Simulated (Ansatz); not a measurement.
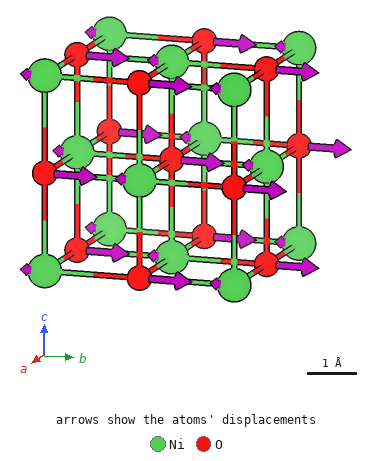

The lowest optical mode of crystalline NiO, space group Fm-3m (No. 225), at the zone centre. Displacements are drawn as purple arrows; their common scale and sign are arbitrary. The picture is a ball-and-stick view of the conventional cell (4 times the calculation's cell), seen slightly off an axis. Lengths and directions refer to the drawn axes.

Theory: Ansatz 0.2.0, DFT PBEsol, scalar-relativistic, plane waves, PAW.

Input
```yaml
crystal:
  lattice:
    - [0.0, 2.0580571376, 2.0580571376]
    - [2.0580571376, 0.0, 2.0580571376]
    - [2.0580571376, 2.0580571376, 0.0]
  atoms:
    - { symbol: Ni, position: [0.0, 0.0, 0.0], spin: 1.14 }
    - { symbol: O, position: [0.5, 0.5, 0.5], spin: 0.2 }
basis:
  ecutwfc: 420
kpoints:
  mp_grid: { grid: [26, 26, 26] }
hamiltonian:
  xc: pbesol
scf:
  occupations: { method: gaussian, width: 0.15 }
output:
  eigenvalues: true
  populations: true
magnetization:
  spin_polarized: true
phonons:
  method: fd
  supercell: [1, 1, 1]
  amplitude: 0.02
  eigenvectors: true
  dielectric: false
```

Launched with:
```bash
ansatz run input.yaml --threads 2 --pin off --max-ram 5120MiB --backend cpu --events-out ev --progress --plain --runs-dir out
```

> Is the structure stable against all modes at this point?

Yes: this softest mode has a real frequency, and so have all others here. That speaks for this wave vector alone: the rest of the zone wasn't checked in this run. This is the T₁u mode (triply degenerate; one member of the set is drawn) at 320 cm⁻¹, the only optical level, infrared-active by symmetry. The O sublattice moves against the Ni sublattice, along b; it stretches the shortest Ni–O bonds (2.06 Å); the kinetic energy is shared as O 79 %, Ni 21 %. The crystal is a metal, so free carriers screen the infrared response.
